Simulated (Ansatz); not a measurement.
TiAl: several calculations on one system

### Relaxation

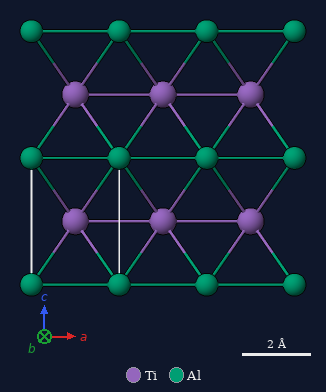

A crystal of TiAl (set up in P4/mmm), before the relaxation. The picture is a ball-and-stick view of the cell of the calculation, repeated 3 × 1 × 2 with one cell outlined, seen along the b axis.

Case: relaxed at 40 GPa.

The calculation used DFT PBEsol, scalar-relativistic, plane waves, PAW in Ansatz 0.2.0.

The input:
```yaml
crystal:
  lattice:
    - [2.6063763017, 0.0, 0.0]
    - [0.0, 2.6063763017, 0.0]
    - [0.0, 0.0, 3.7671129213]
  atoms:
    - { symbol: Ti, position: [0.5, 0.5, 0.5] }
    - { symbol: Al, position: [0.0, 0.0, 0.0] }
basis:
  ecutwfc: 420
kpoints:
  mp_grid: { grid: [16, 16, 12] }
hamiltonian:
  xc: pbesol
scf:
  occupations: { method: gaussian, width: 0.1 }
output:
  forces: true
  stress: true
  eigenvalues: true
relax:
  adjacent_minimum: "off"
  f_tol: 0.008
  max_steps: 50
  cell: { stress_tol: 0.08, p_target: 40.0 }
```

Command:
```bash
ansatz run input.yaml --threads 1 --pin off --max-ram 2560MiB --backend cpu --events-out ev --progress --plain --runs-dir out
```

### Predict the outcome.

The energy rises by 62.3 meV per cell of the calculation in 4 accepted moves (5 points after the start). With the target pressure of 40 GPa, the enthalpy E + pV changes by −2.2 meV per cell of the calculation. All forces vanish by symmetry, so only the cell relaxes. Pressure: 37.49 GPa at the start and 40.00 GPa at the end. The SCF was repeated once at an unchanged geometry on a basis and grid sized afresh for the cell, which shifted the energy by 0.1 meV per cell of the calculation at most. No atom moves by more than 0.005 Å relative to the cell. The volume changes by −1.0 %, with a = b 2.606 → 2.605 Å (0.0 %), c 3.767 → 3.732 Å (−0.9 %). Near-neighbour distances that change, for instance: Ti1–Al2 2.635 → 2.622 Å. The space group stays P4/mmm (No. 123). Cost: 18 s on 1 thread of Intel(R) Xeon(R) 6975P-C (Granite Rapids), with other jobs on the host, peak memory 0.46 GiB.

After the run, drawn alike:

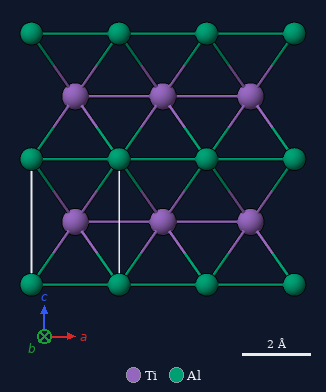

### Relaxation

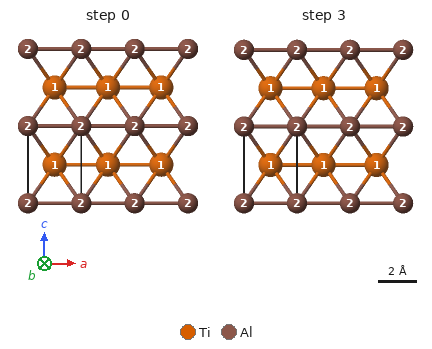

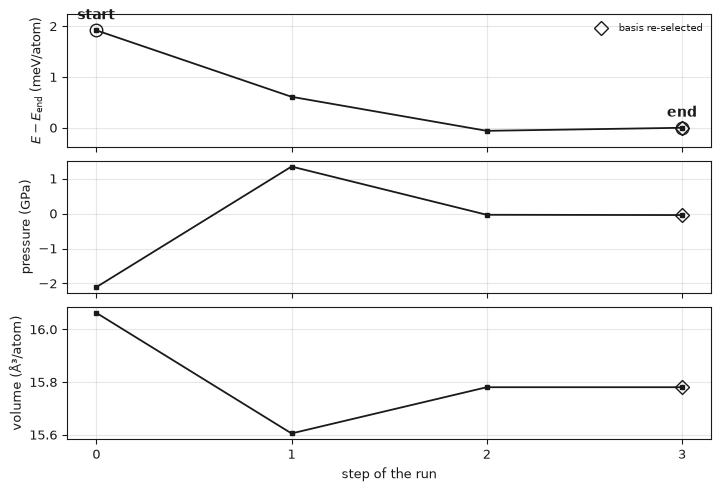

First and last geometry of a relaxation of a crystal of TiAl (set up in P4/mmm), with the history of the run. A ball-and-stick model of the cell of the calculation, repeated 3 × 1 × 2 with one cell outlined, seen along the b axis.

All numbers below come from DFT PBEsol, scalar-relativistic, plane waves, PAW (Ansatz). Settings: plane-wave cutoff 420 eV; k-point mesh 14 × 14 × 10; occupations gaussian; smearing width 0.1 eV; no spin polarisation; cell and atoms relaxed; force threshold 0.005 eV/Å; at most 80 steps.

**Read the history and describe the run.**

It converged. The atoms keep their places relative to the cell (all moves are under 0.005 Å). The volume changes by −1.8 %, with a = b 2.811 → 2.795 Å (−0.6 %), c 4.066 → 4.041 Å (−0.6 %). Among the contacts that change: Ti1–Al2 2.843 → 2.826 Å, Al2–Al2 2.811 → 2.795 Å, Ti1–Ti1 2.811 → 2.795 Å. The space group stays P4/mmm (No. 123). Over 2 accepted moves (3 points after the start) the energy falls by 1.9 meV per atom. All forces vanish by symmetry, so only the cell relaxes. Pressure: −2.11 GPa at the start and −0.04 GPa at the end. At 1 point the geometry stayed and the basis and grid were re-selected for the new cell (energy shift of 0.1 meV per atom at most each time). The run took 11 s on 1 thread of Intel(R) Xeon(R) 6975P-C (Granite Rapids) (shared host), peak memory 0.45 GiB.

| step | E − E(0), meV/atom | pressure, GPa | volume, Å³/atom | note |
| --- | --- | --- | --- | --- |
| 0 | 0.00 | -2.11 | 16.063 |  |
| 1 | -1.31 | 1.35 | 15.605 |  |
| 2 | -1.98 | -0.03 | 15.781 |  |
| 3 | -1.92 | -0.04 | 15.781 | same geometry, new basis |

### Series

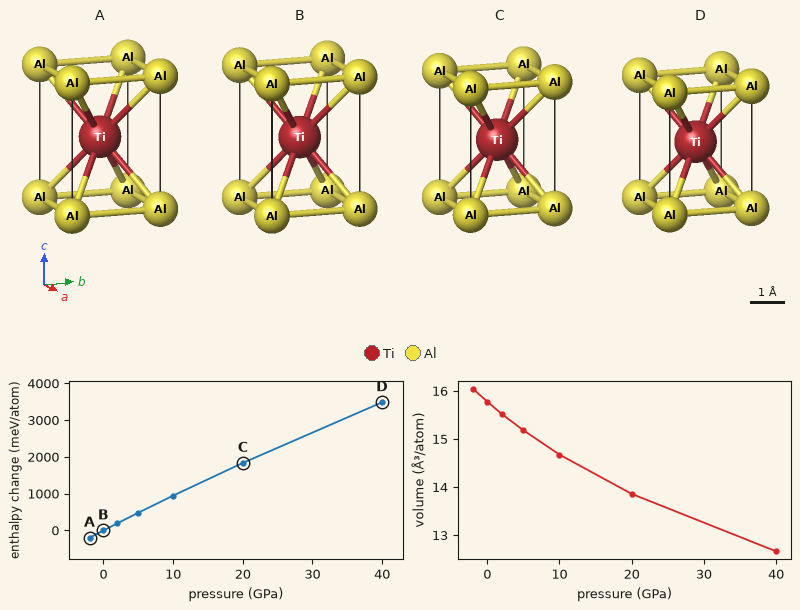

Members of a series of calculations on a crystal of TiAl (set up in P4/mmm), marked on the first curve. Style: ball-and-stick. Shown: the cell of the calculation, slightly off an axis.

Theory: Ansatz 0.2.0, DFT PBEsol, scalar-relativistic, plane waves, PAW. (plane-wave cutoff 420 eV; occupations gaussian; smearing width 0.1 eV; no spin polarisation) The k-mesh is chosen for each cell (14×14×10, 16×16×12).

**Describe the series.**

The structure is relaxed at several pressures. A (pressure −2.0 GPa): enthalpy change −199 meV/atom, volume 16.05 Å³ per atom. B (pressure 0.0 GPa): enthalpy change 0.0 meV/atom, volume 15.78 Å³ per atom. C (pressure 20.0 GPa): enthalpy change 1838 meV/atom, volume 13.86 Å³ per atom. D (pressure 40.0 GPa): enthalpy change 3488 meV/atom, volume 12.67 Å³ per atom. The rest compares A with D. The volume changes by −21.1 %, with a = b 2.810 → 2.605 Å (−7.3 %), c 4.064 → 3.732 Å (−8.2 %). Some distances before and after: Al–Ti 2.842 → 2.622 Å, Ti–Ti 2.810 → 2.605 Å, Al–Al 2.810 → 2.605 Å.
